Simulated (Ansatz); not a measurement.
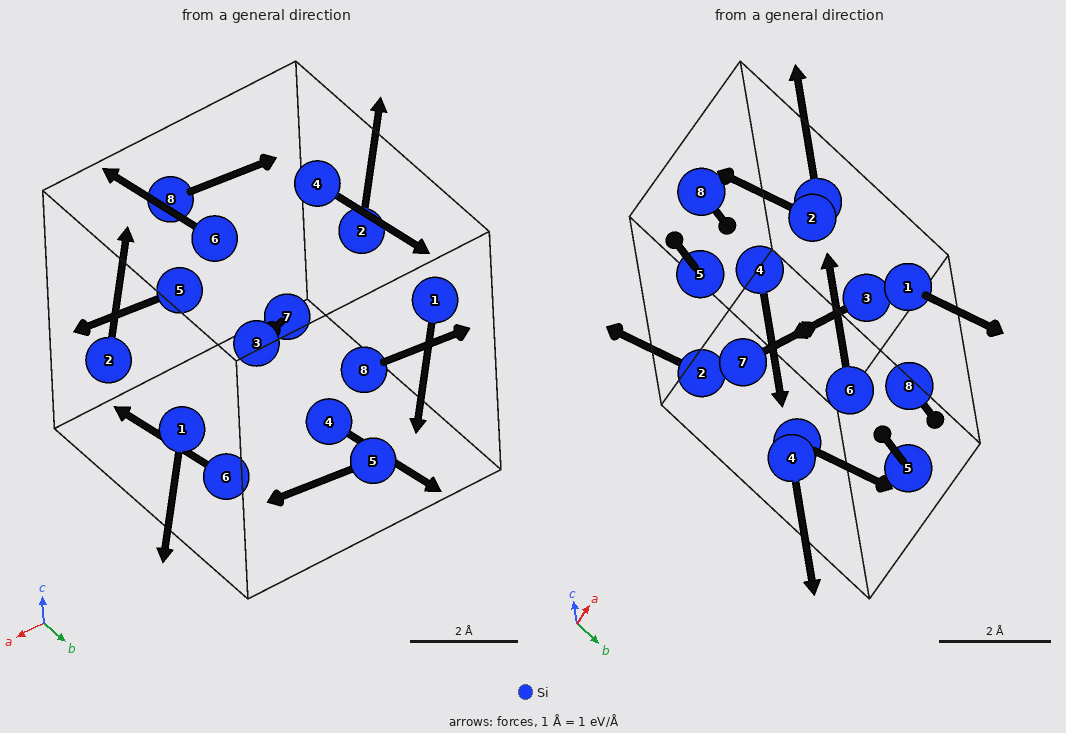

View from two general directions, drawn as a spheres-only model. Lines trace the edges of the simulation cell. The arrows are the computed forces on the atoms.

System: Si. Calculation details: DFT LDA, scalar-relativistic, plane waves, PAW in Ansatz; E_cut = 420 eV, k-point mesh 12×12×12, Gaussian smearing of 0.15 eV, no spin polarisation.

Q: Has this structure been optimised to equilibrium?

A: No. The atoms still feel forces of up to about 2.1 eV/Å, far above a usual threshold of 0.01 to 0.03 eV/Å.

Provenance: a structure listed in the Materials Project. The cell was then strained or its atoms displaced on purpose. It was run through Ansatz as a DFT input.
